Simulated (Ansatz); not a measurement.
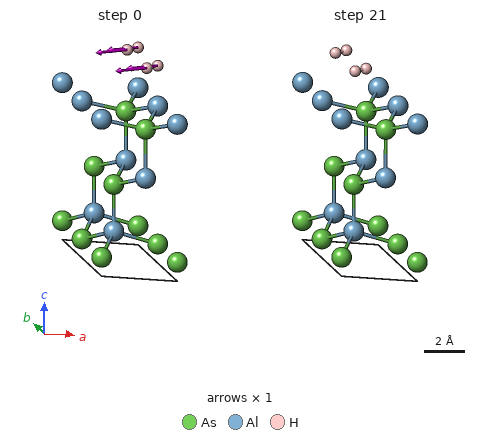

The structure of a slab of composition Al3As3H2 (cut from the F-43m phase) before (left) and after (right) a constrained relaxation, at one scale. The purple arrows give the displacements, at their true length.

Style: ball-and-stick. Shown: the 1 × 2 repeat of the cell, outlined in the plane, without the vacuum, slightly off an axis.

Case: H2 put at a top Al site. The slab is the (1 1 1) face of AlAs with H2 on it. 3 atoms are held fixed.

These are results of DFT PBEsol, scalar-relativistic, plane waves, PAW in Ansatz 0.2.0, not measurements. Set-up: plane-wave cutoff 420 eV; k-point mesh 9 × 9 × 1; occupations gaussian; smearing width 0.05 eV; no spin polarisation; dipole correction; atoms relaxed in a fixed cell; force threshold 0.03 eV/Å; at most 70 steps.

Describe what moved and what it gained.

The largest moves, 1.76 Å, are those of H atoms. By element the largest moves are H 1.76 Å, Al 0.03 Å, As 0.02 Å. The cell doesn't change. Near-neighbour distances that change, for instance: Al–As 2.578 → 2.547 Å, H–H 0.750 → 0.778 Å, Al–As 2.430 → 2.439 Å, Al–As 2.412 → 2.418 Å. Over 18 accepted moves (21 points after the start) the energy falls by 0.267 eV per cell of the calculation. Largest force component: 1 eV/Å at the start, 0.008 eV/Å at the end. The line search rejected the trial steps at points 14, 16 of the run. 1 step only repeated the SCF at the same geometry. The forces were under the threshold at step 6, but the run went on from there.

Limits of the set-up: the periodic images lie only 4.0 Å apart, so the values are limited by the cell's size.
